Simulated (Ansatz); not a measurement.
```xyz
12
Lattice="2.8480 -1.6443 0.0005 0.0000 3.2886 0.0000 -0.0025 0.0000 15.6707" Properties=species:S:1:pos:R:3 pbc="T T T"
Mg    1.8970    0.0000   10.1536
Mg    1.8962    0.0000   15.3450
Mg   -0.0020    0.0000   12.7492
Mg   -0.0012    0.0000    7.5487
Mg   -0.0004    0.0000    2.3091
Mg    0.9485    1.6443    4.9138
O     1.8965    0.0000   13.3500
O     1.8974    0.0000    8.1578
O     0.0000    0.0000    0.2935
O    -0.0017    0.0000   10.7540
O    -0.0009    0.0000    5.5332
O     0.9489    1.6443    2.9182
```

Space group P3m1; a structure generated by program, which may or may not match a known phase; computed pressure about −4 GPa in this cell.

All numbers below come from DFT r2SCAN, scalar-relativistic, plane waves, PAW in Ansatz.

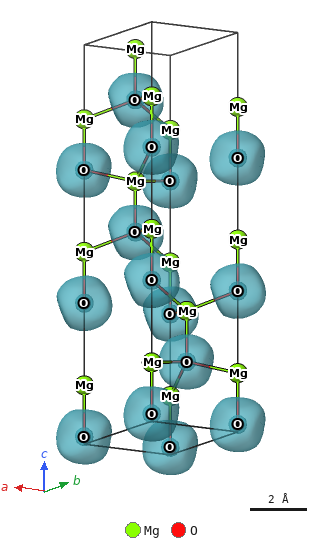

MgO. Isosurface of the ELF at 0.65 (cyan), seen at an oblique angle. Core shells and regions of very low density are left out. Sticks mark near contacts.

In a PAW calculation such maps are meaningful between the atoms, not at the nuclei.

Q: Where are the electrons localised?

A: The ELF exceeds this value in six regions wrapped around O (the valence shell of each), counted in one cell of 12 atoms. Regions shared between cells count once. Along the contacts the grid gives the following. Mg–O (1.99 Å): the ELF peaks at about 0.85 in the valence shell of O, 0.7 Å from its nucleus, and is about 0.35 at the midpoint: a largely ionic contact.
